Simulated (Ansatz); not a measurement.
Geometry relaxation of K

K (P6/mmm, 1 atom in the cell), computed with DFT, PBE, PAW with Ansatz's default frozen-core files, scalar-relativistic, no spin polarisation (Ansatz 0.2.0).

Its volume is 0.70 times that of the source entry. It belongs to a series of runs on one base structure; here: shape and atoms relaxed at 0.7 of the volume. Figures and captions count atoms from 1; the log counts them from 0 in places.

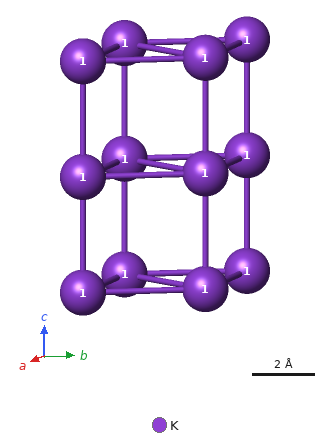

**Figure 1.** The input geometry (ball-and-stick view of the cell of the calculation, repeated 1 × 1 × 2, seen slightly off an axis; atoms are numbered from 1 in the order of the input). An atom can appear more than once, as a periodic image.

## Input
```yaml
crystal:
  lattice:
    - [4.0401355416, 0.0, 0.0]
    - [-2.0200677708, 3.4988600137, 0.0]
    - [0.0, 0.0, 3.7977274091]
  atoms:
    - { symbol: K, position: [0.0, 0.0, 0.0] }
kpoints:
  mp_grid: { grid: [10, 10, 9] }
scf:
  occupations: { method: fermi_dirac, width: 0.08 }
hamiltonian:
  xc: pbe
  pseudopotentials: { kind: paw }
output:
  forces: true
  stress: true
  write_density: true
  write_potential: true
  elf: true
  volumetric_format: npy
relax:
  f_tol: 0.005
  max_steps: 30
  cell: { stress_tol: 0.21, fix: [volume] }
```

Hardware: 1 thread of Arm Neoverse V1, 112 GiB of memory available, shared host.

Launched with:
```bash
ansatz run input.yaml --threads 1 --pin off --max-ram 2048MiB --backend cpu --events-out ev --progress --plain --runs-dir out
```

## What the program printed
```
Engine: ansatz 0.2.0, aarch64-unknown-linux-gnu
Pseudopotentials: kind: paw
Pseudopotential: K, paw, valence charge 9, recommended cutoff 420 eV (normal), K.paw.azcp
Functional definition: PBE
  parameter kappa = 0.804
  parameter beta = 0.06672455060314922
  exchange = pbe_x(kappa = kappa, mu = beta*pi^2/3)
  correlation = pbe_c(beta = beta)
Crystal: 1 atoms, lattice volume = 53.684 Å³
Basis set: ecut = 420 eV, 1021 PW (Γ), exchange–correlation on 60×60×54 points (8 copies of the dense FFT grid, shifted against one another)
Bands: 9, of which v1, the nominal top of the filled ones, is band 5 counted from 1 (4 counted from 0)
Symmetry: 24 space group operations
Space group: P6/mmm (ITA 191), of the structure as read, at distance tolerance 3.8e-5 Å
k-points: 70 of 900
Non-local potential: K, projectors of the file, l = 0: 3, l = 1: 2, l = 2: 2
PAW form: soft (Blöchl's): semilocal exchange-correlation on the pseudo side does not see the compensation charge
PAW one-centre angular grid: K, 110 points (default); XC on 64 Gauss nodes
Initial density: superposition of atomic densities (neutral atoms: chi_scale 0, normalization atom), corrected by the library's trained network
Initial wavefunctions: pseudopotential atomic-orbital guess
Functional: x = pbe(κ = 0.804, μ = 0.2195149727645171), c = pbe(β = 0.06672455060314922)
SCF iter   1: F=—  HF=-1537.615000 eV  |F-HF|=—  |Δ(HF+E_count)|=         —  Δρ=5.44e-4  dr2=2.35e-4  ethr=1.77e-3  ⟨swp⟩=5.2  Hψ=4652  notcnv=0
preconditioner: auto → none  [metal: Δε(μ)=0.054 eV  Ē_g=4.385 eV  σ=0.080 eV  W_gap=0.16  n_scr=8 (ndim 8)  ℏωp=5.1 eV  f_vac=0.000  D(μ)=0.84/eV (n_scr^D=2)  sad-step TF]
SCF iter   2: F=—  HF=-1537.614798 eV  |F-HF|=—  |Δ(HF+E_count)|=   2.02e-4  Δρ=3.91e-4  dr2=1.15e-4  ethr=2.61e-6  ⟨swp⟩=2.6  Hψ=1511  notcnv=0
SCF iter   3: F=—  HF=-1537.614857 eV  |F-HF|=—  |Δ(HF+E_count)|=   5.84e-5  Δρ=2.60e-4  dr2=3.75e-5  ethr=1.28e-6  ⟨swp⟩=2.0  Hψ=953  notcnv=0
SCF iter   4: F=—  HF=-1537.614850 eV  |F-HF|=—  |Δ(HF+E_count)|=   6.46e-6  Δρ=1.36e-4  dr2=1.05e-5  ethr=4.17e-7  ⟨swp⟩=2.0  Hψ=829  notcnv=0
SCF iter   5: F=—  HF=-1537.614848 eV  |F-HF|=—  |Δ(HF+E_count)|=   2.57e-6  Δρ=3.67e-5  dr2=7.12e-7  ethr=1.17e-7  ⟨swp⟩=2.0  Hψ=932  notcnv=0
SCF iter   6: F=-1537.614847 eV  HF=-1537.614847 eV  |F-HF|=3.48e-8  |Δ(HF+E_count)|=   3.13e-7  Δρ=9.30e-6  dr2=4.69e-8  ethr=1.11e-9  ⟨swp⟩=5.0  Hψ=3106  notcnv=0
SCF 1 converged in 6 iterations: F = -1537.614847 eV  dr2 = 4.69e-8
  greatest PAW one-centre occupation: 0.989 electrons in one spin orbital (limit 2), on the K atom at site 0 (counted from 0), in its partial waves of l = 0
relax step   1: F+E_penalty+E_count = -1537.61484719 eV  Δ(F+E_penalty+E_count) = +0.000e0 eV  max|allowed force component| = 0.000e0 eV/Å  Δτ_max = 0.0000 Å  P = +2.184 GPa  Ω = 53.684 Å³  fix = [volume]  reactions: volume +2.184 GPa  (6 SCF iters, dr2 threshold 1.00e-7 eV, accepted)
Initial density: handed on by an earlier stage of this run
Initial wavefunctions: pseudopotential atomic-orbital guess (no wavefunctions were taken with the density)
iter 1 solved again at ethr=9.86e-8 eV; its pass at ethr=3.10e-3 eV (dr2=8.88e-6 eV) is discarded
SCF iter   1: F=—  HF=-1537.614845 eV  |F-HF|=—  |Δ(HF+E_count)|=         —  Δρ=9.26e-6  dr2=4.64e-8  ethr=9.86e-8  ⟨swp⟩=3.4  Hψ=6616  notcnv=0
preconditioner: auto → none  [metal: Δε(μ)=0.053 eV  Ē_g=4.387 eV  σ=0.080 eV  W_gap=0.16  n_scr=8 (ndim 8)  ℏωp=5.1 eV  f_vac=0.000  D(μ)=0.84/eV (n_scr^D=2)]
SCF iter   2: F=—  HF=-1537.614847 eV  |F-HF|=—  |Δ(HF+E_count)|=   2.66e-6  Δρ=1.64e-6  dr2=2.75e-9  ethr=5.16e-10  ⟨swp⟩=2.0  Hψ=921  notcnv=0
SCF iter   3: F=—  HF=-1537.614847 eV  |F-HF|=—  |Δ(HF+E_count)|=  5.42e-10  Δρ=4.16e-7  dr2=1.93e-10  ethr=1.96e-12  ⟨swp⟩=6.6  Hψ=3472  notcnv=0
SCF iter   4: F=-1537.614847 eV  HF=-1537.614847 eV  |F-HF|=4.55e-13  |Δ(HF+E_count)|=  2.09e-11  Δρ=4.12e-8  dr2=7.39e-13  ethr=1.96e-12  ⟨swp⟩=5.0  Hψ=2142  notcnv=0
SCF 2 converged in 4 iterations: F = -1537.614847 eV  dr2 = 7.39e-13
relax step   2: F+E_penalty+E_count = -1537.61484720 eV  Δ(F+E_penalty+E_count) = -1.440e-8 eV  max|allowed force component| = 0.000e0 eV/Å  Δτ_max = 0.0000 Å  P = +2.184 GPa  Ω = 53.684 Å³  fix = [volume]  reactions: volume +2.184 GPa  stress off target by 1.52e-1 GPa on what of the cell is left free  SCF on the basis re-selected at this cell (its energy is not comparable with the rows above)  (4 SCF iters)
```

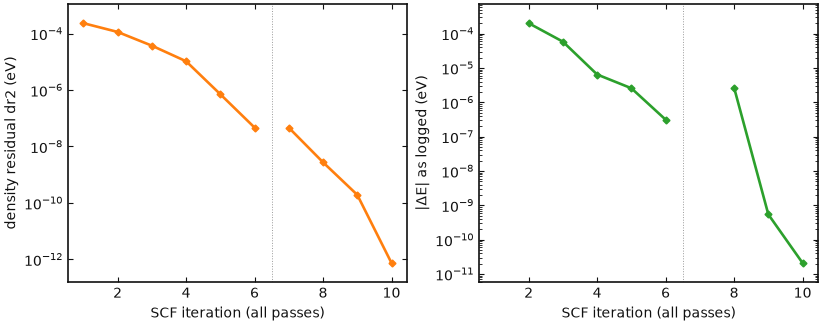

**Figure 2.** Convergence of the self-consistent field: density residual dr2 and size of the energy change against the SCF iteration. The dotted lines part the SCF passes of the relaxation: geometry steps, rejected trials and re-solves on a re-selected basis. The passes take 6 and 4 iterations.

```
basis re-selected at this cell: Δ(F+E_penalty+E_count) = -1.440e-8 eV, ΔP = -0.000 GPa vs the last step (what re-selecting the basis moved, of the pressure what is left beyond the Pulay correction that the steps carried, after the strain that the cell walked since its last selection, with what the two solves' SCF thresholds leave and, on support functions, any second-order correction that the steps lacked; it is no measure of the basis error at this ecutwfc). This SCF's stress stands 1.52e-1 GPa from its target on what of the cell is left free (relax.cell.stress_tol is 2.10e-1 GPa) and its largest allowed force component is 0.00e0 eV/Å (relax.f_tol is 5.00e-3 eV/Å): within both
SCF converged after 4 iterations
Free energy (F): -1537.614847 eV
Harris-Foulkes:  -1537.614847 eV  (|F-HF|=4.55e-13)
Internal energy: -1537.597691 eV  (E = F + TS)
E sigma→0 (E₀):  -1537.606269 eV
Entropy (-TS):   -0.017156 eV (-17.156 meV/atom)
Fermi energy:    3.319014 eV
--- Per-component energies (eV) ---
  E_band       = -129.353973
  E_kinetic    = 253.180499
  E_local      = -688.078821  (includes V_loc(G=0)·N_el)
  E_nonlocal   = 13.201880
  E_hartree    = 242.563609
  E_xc         = -134.278697
  E_vxc        = -163.738307  (∫ρ·V_xc dr)
  E_paw        = -781.961518  (= ΣΔE_a)
  E_vpaw       = -29.046446  (= ΣTr[D̂ρ^β])
  E_aug_tail   = -0.000003  (compensation charges beyond the density's cutoff)
  E_ewald      = -442.224640
  E_smearing   = -0.017156  (= −TS)
  E_closure    = -0.000000  (closes the sum)
  Σ components = -1537.614847   (vs F -1537.614847, Δ=0.00e0)
--- Forces (eV/Å), atoms counted from 1 ---
  atom   1  K      0.00000000    -0.00000000     0.00000000
  max |Σ_I F_I| component: 2.05e-33 eV/Å
--- Stress (GPa, compression-positive) ---
        2.259500       0.000000       0.000000
        0.000000       2.259500       0.000000
        0.000000       0.000000       2.031914
  P = ⅓ Tr σ = 2.1836 GPa (21.836 kbar)
--- Band table (eV; the first three rows and the last of 70) ---
  k-point 0: bands = ["-28.8607", "-12.2486", "-12.2486", "-12.2325", "0.6798", "6.2816", "7.7107", "7.7107", "10.3427"]
  k-point 1: bands = ["-28.8584", "-12.2654", "-12.2458", "-12.2458", "0.8356", "6.2149", "7.7709", "7.7709", "10.0485"]
  k-point 2: bands = ["-28.8523", "-12.3474", "-12.2387", "-12.2387", "1.2863", "5.8389", "7.9335", "7.9335", "9.4868"]
  k-point 69: bands = ["-28.8200", "-12.4473", "-12.3926", "-12.3515", "4.7798", "5.4698", "6.4257", "6.5653", "7.9716"]
--- Relaxed structure (1 steps of the walk, 1 accepted, 1 SCFs on fresh bases) ---
  F+E_penalty+E_count = -1537.61484720 eV   max|allowed force component| = 0.000e0 eV/Å   (the final SCF, on the basis selected at the relaxed cell)
  cell:  # Å, volume = 53.6842 Å³
    - [4.040135541566513, 0.0, 0.0]
    - [-2.0200677707832564, 3.4988600137290007, 0.0]
    - [0.0, 0.0, 3.7977274091]
  atoms:
    - { symbol: K, position: [0.0, 0.0, 0.0] }
```

## File v_z.tsv
```
# z_ang	v_es[eV]	v_tot[eV]
# format = ansatz-planar-average/11
# xc	pbe
# density_cutoff_ev	1680
# datasets	K=:simpson_from_first_knot:soft
# lattice	4.040135542	0.000000000	0.000000000
# lattice	-2.020067771	3.498860014	0.000000000
# lattice	0.000000000	0.000000000	3.797727409
# sites	1
# site	19	0.000000000	0.000000000	0.000000000
0.000000	-4.242720e0	-1.331846e1
0.140657	-3.994727e0	-1.296410e1
0.281313	-3.262752e0	-1.192067e1
0.421970	-2.101194e0	-1.028473e1
0.562626	-6.436940e-1	-8.236275e0
0.703283	8.699576e-1	-6.080603e0
0.843939	2.167090e0	-4.163891e0
0.984596	3.099270e0	-2.716946e0
1.125253	3.737406e0	-1.699424e0
1.265909	4.210794e0	-9.695913e-1
1.406566	4.567448e0	-4.532475e-1
1.547222	4.825953e0	-1.298482e-1
1.687879	4.995044e0	-1.705398e-2
1.828535	5.078869e0	2.105978e-2
1.969192	5.078869e0	2.105978e-2
2.109849	4.995044e0	-1.705398e-2
2.250505	4.825953e0	-1.298482e-1
2.391162	4.567448e0	-4.532475e-1
2.531818	4.210794e0	-9.695913e-1
2.672475	3.737406e0	-1.699424e0
2.813131	3.099270e0	-2.716946e0
2.953788	2.167090e0	-4.163891e0
3.094445	8.699576e-1	-6.080603e0
3.235101	-6.436940e-1	-8.236275e0
3.375758	-2.101194e0	-1.028473e1
3.516414	-3.262752e0	-1.192067e1
3.657071	-3.994727e0	-1.296410e1
```

## Trajectory as extended XYZ (Å, eV, eV/Å), 2 frames, from step=1 to step=2
```
1
Lattice="4.0401 0.0000 0.0000 -2.0201 3.4989 0.0000 0.0000 0.0000 3.7977" Properties=species:S:1:pos:R:3:forces:R:3 step=1 energy=-1537.61485 pressure_GPa=2.18
K     0.0000    0.0000    0.0000    0.0000   0.0000   0.0000
1
Lattice="4.0401 0.0000 0.0000 -2.0201 3.4989 0.0000 0.0000 0.0000 3.7977" Properties=species:S:1:pos:R:3:forces:R:3 step=2 energy=-1537.61485 pressure_GPa=2.18
K     0.0000    0.0000    0.0000    0.0000   0.0000   0.0000
```

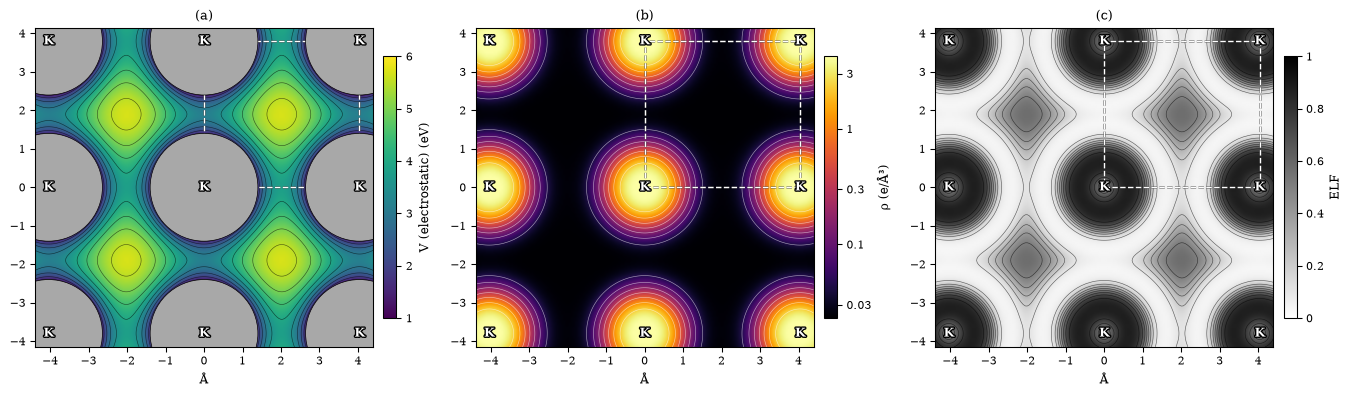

**Figure 3.** (a) electrostatic potential energy of an electron; (b) valence pseudo-density; (c) electron localisation function on the (010) plane of the conventional cell. Grey discs, where drawn, cover atomic cores. The section cuts through K sites. K–K (3.80 Å): ρ at the midpoint is about 0.03 e/Å³; the ELF is about 0.05 at the midpoint (no shared electron pair). K–K (4.04 Å): ρ at the midpoint is about 0.03 e/Å³; the ELF is about 0.10 at the midpoint; no localised pair between them. Away from the nuclei the density in this plane falls to 0.02 e/Å³ at its lowest.5. The strong features right at K lie inside the PAW spheres (semicore, d or f shells) and say nothing about bonding. Outside the cores the potential energy rises away from the atoms and is highest about 2.8 Å from the nearest atoms; outside the discs it spans about 4 eV, and its zero is arbitrary. The fields are those of the smooth PAW valence density.

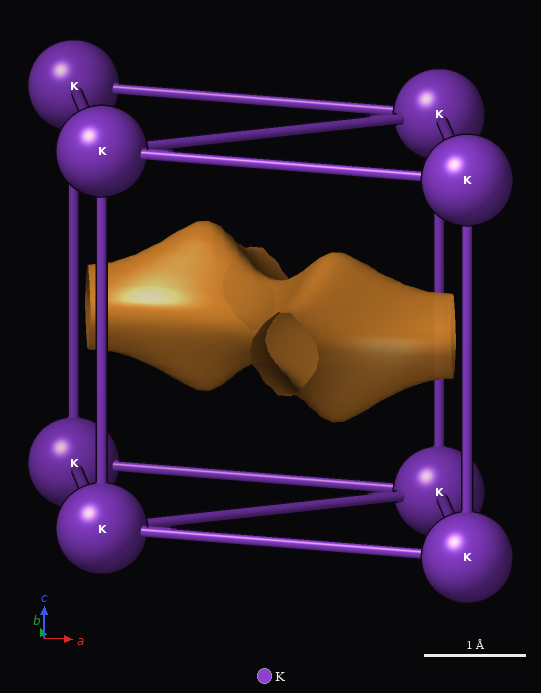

**Figure 4.** Isosurface of the electron localisation function at 0.5 (orange), seen at an oblique angle. Only the valence region is drawn (cores and ρ < 0.01 e/Å³ removed). Sticks mark near contacts. The outline is the cell set on symmetry axes. Profiles from the grid: K–K (3.80 Å): the ELF is about 0.05 at the midpoint (no localised pair between them). K–K (4.04 Å): the ELF is about 0.10 at the midpoint; no shared electron pair.

## Key numbers

```json
{"quantity": "outcome", "value": "converged"}
{"quantity": "space group (tolerance 0.01 Å)", "value": "P6/mmm (191)"}
{"quantity": "electrons treated", "value": "9"}
{"quantity": "free energy", "value": "−1537.6148 eV"}
{"quantity": "Fermi energy", "value": "3.319 eV"}
{"quantity": "pressure", "value": "2.18 GPa"}
{"quantity": "final volume", "value": "53.68 Å³"}
{"quantity": "largest force (length of the vector) at the end", "value": "under 0.001 eV/Å"}
{"quantity": "final cell", "value": "a = 4.040 Å, b = 4.040 Å, c = 3.798 Å, α = 90.00°, β = 90.00°, γ = 120.00°"}
{"quantity": "wall time", "value": "4.3 s"}
{"quantity": "peak memory", "value": "0.32 GiB"}
```
